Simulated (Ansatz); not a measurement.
SiO₂ (space group P6_3/mmc, No. 194). Coordinates: coordinates from a relaxation at fixed volume with Ansatz 0.2.0, DFT PBE, scalar-relativistic, plane waves, PAW.

```
Si O
1.0
     5.05594    0.00000    0.00000
    -2.52797    4.37857    0.00000
     0.00000    0.00000    8.25248
Si O
4 8
Direct
  0.33333 0.66667 0.06244
  0.66667 0.33333 0.56244
  0.33333 0.66667 0.43756
  0.66667 0.33333 0.93756
  0.33333 0.66667 0.25000
  0.66667 0.33333 0.75000
  0.50000 0.00000 0.00000
  0.50000 0.50000 0.50000
  0.00000 0.50000 0.00000
  0.50000 0.00000 0.50000
  0.50000 0.50000 0.00000
  0.00000 0.50000 0.50000
```

Bonds are taken as O–Si below 1.7 Å. Atoms with one bond or none are removed and atoms with two bonds are replaced by edges, until no such atom is left.

Derive the underlying net.

The result is a uninodal 4-connected, three-periodic net: Si is a 4-connected node. O becomes part of the edges. It is the lon net, known from lonsdaleite, wurtzite and tridymite. It is a single net, without interpenetration.

```tsv
node	links	point symbol	coordination sequence
Si	4	6⁶	4 12 25 44 67 96
```

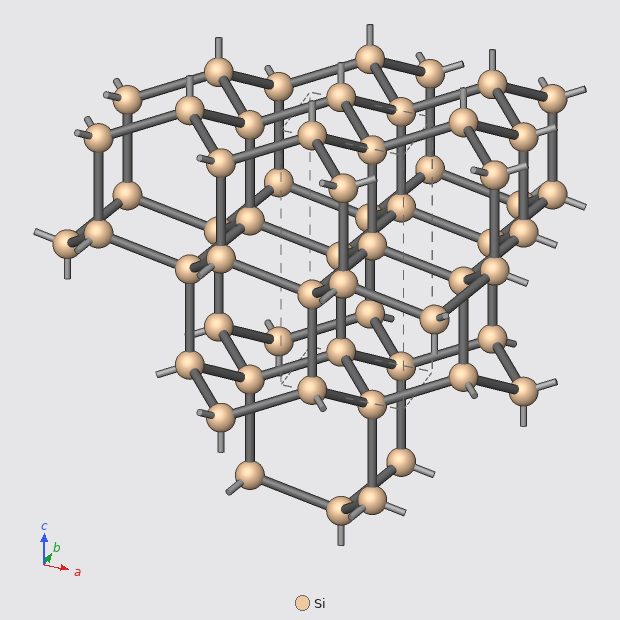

Nodes are coloured by element. Edges to nodes outside the piece are drawn as stubs.
